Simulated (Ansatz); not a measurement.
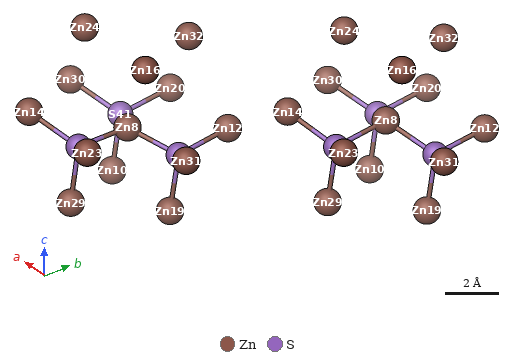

Two geometries of a defect cell of composition Zn₃₂S₃₁ (cell charge +1), drawn at one scale. One is the start of a relaxation, the other its converged end. Style: ball-and-stick. Shown: the atoms within 4.2 Å of the atom that moves most (axes of the cell of the calculation (origin shifted)), from a free direction.

Method: Ansatz, DFT, PBEsol, PAW, plane waves. (plane-wave cutoff 420 eV; k-point mesh 1 × 1 × 1; mesh shifted by (0.25, 0.25, 0.25); collinear spin; atoms relaxed in a fixed cell; force threshold 0.03 eV/Å; at most 80 steps)

Which of the two is the end point?

The left one is the relaxed one. Over 6 geometry steps the energy falls by 0.480 eV per cell of the calculation. Largest force component: 0.65 eV/Å at the start, 0.0052 eV/Å at the end. The largest move is that of a Zn atom, 0.30 Å along [−1 −1 −1]. By element the largest moves are Zn 0.30 Å, S 0.06 Å. The lattice vectors keep their values. Some distances before and after: S–Zn 2.348 → 2.260 Å, S–Zn 2.316 → 2.261 Å, S–Zn 2.301 → 2.339 Å, S–Zn 2.321 → 2.339 Å. Bond angles that change, for instance: Zn–S–Zn 109.8° → 101.4°, Zn–S–Zn 109.2° → 101.4°, S–Zn–S 109.2° → 115.9°. Cost: 12 s on 1 × NVIDIA GB300 Max-Q with 8 threads of Arm Neoverse-V2, peak memory 2.1 GiB.

Limits of the set-up: the cell is charged, on a uniform background, and energies carry no finite-size correction.
